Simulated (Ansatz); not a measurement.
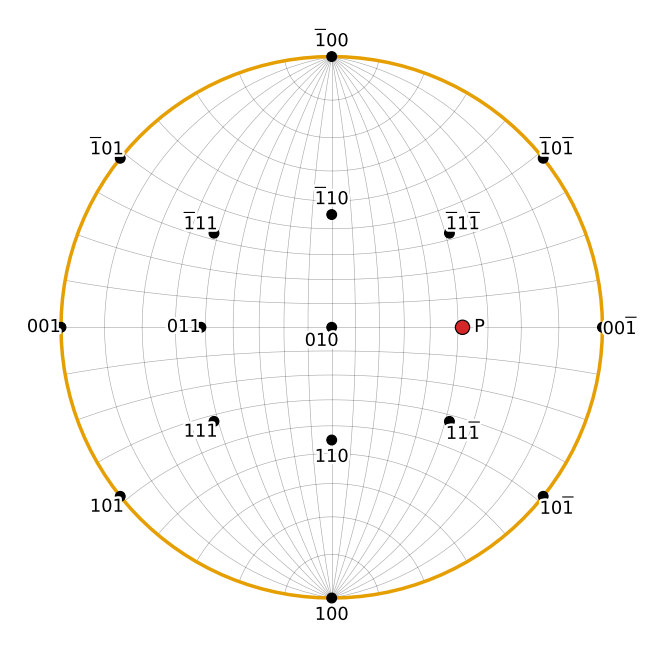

Stereographic projection of plane normals (upper hemisphere) centred on (0 1 0). Crystal: AlNi, the input geometry of an electronic-structure calculation (not necessarily at equilibrium). Symmetry computed with spglib at a tolerance of 0.002 Å; standard conventional cell.

a = 3.877 Å, b = 3.906 Å, c = 3.099 Å, α = 90.00°, β = 90.00°, γ = 90.00°.

### Index the pole marked P.

P is (0 1 −1), 51.6° from the centre.

### Which zone does the coloured great circle trace?

The zone [0 1 0]: its poles satisfy k = 0.

### What is the angle between the normals of (1 0 0) and (0 1 1), and what are their d_hkl = 1/|g|?

90.0°; d = 3.877 Å and 2.428 Å.
